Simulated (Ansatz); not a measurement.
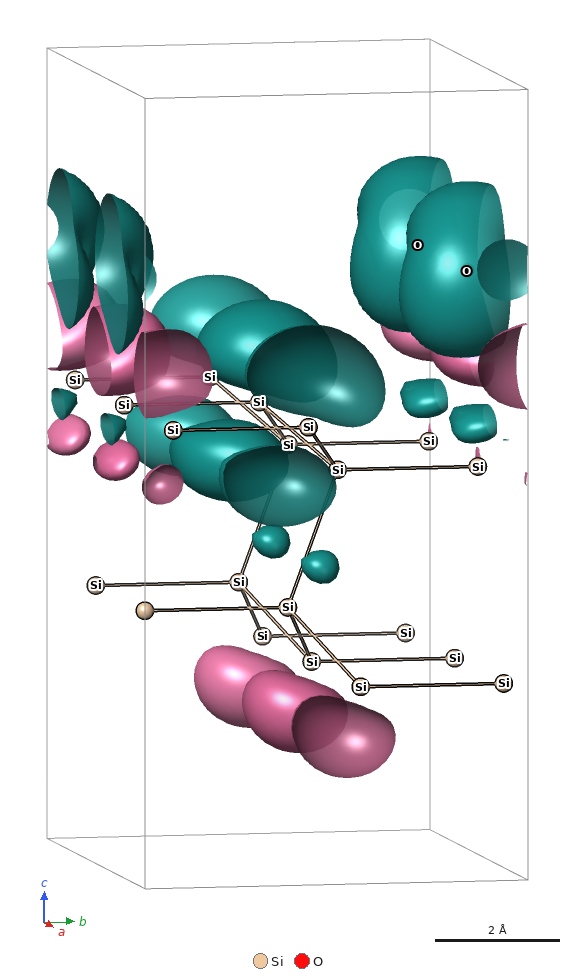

*Si₈O (slab). Isosurfaces of the spin density at +0.01 (teal) and −0.01 e/Å³ (pink), seen slightly off an axis. Sticks mark near contacts.*

A point of a scan over the structure, not its minimum; not relaxed (largest force 1.9 eV/Å); PAW files of the earlier set (soft_1); spin-polarised.

Theory: Ansatz, DFT PBE+D3(BJ), scalar-relativistic, plane waves, PAW.

Core electrons are frozen (PAW), and the valence fields are smoothed inside the atomic spheres.

### Describe the spin distribution.

The spin density sits on O: +1.3 μB in one cell of 9 atoms, with smaller moments on other sites: Si (up to +0.07 μB): a single local moment. The cell of the calculation (9 atoms) carries 1.5 μB of net spin moment.
